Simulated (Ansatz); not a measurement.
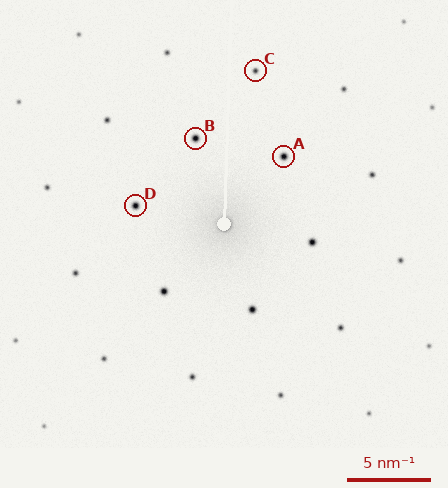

Computed electron diffraction pattern, 120 kV, single scattering only, B = 0.5 Å². The zone axis points towards the electron source and the pattern is seen from the source side.

Crystal: Mn, space group Fd-3m (No. 227), a = 5.20 Å. Structure: the end point of a relaxation with Ansatz, DFT, BLYP, plane waves (420 eV) with PAW, scalar-relativistic; the starting structure was generated, so it need not be a known form of this composition.

Spot A is indexed -2 0 2 and spot B 0 -2 2.

Give hkl for C, D.

Answer. C = A + B = -2 -2 4 (d = 1.062 Å). D = −A + B = 2 -2 0 (d = 1.839 Å).

Find the zone axis.

Answer. The cross product of A and B is parallel to [111]; every spot obeys hu + kv + lw = 0.

What are the spacings of A and B and the angle between them?

Answer. d(A) = 1.839 Å, d(B) = 1.839 Å, and the angle is 60.0°.
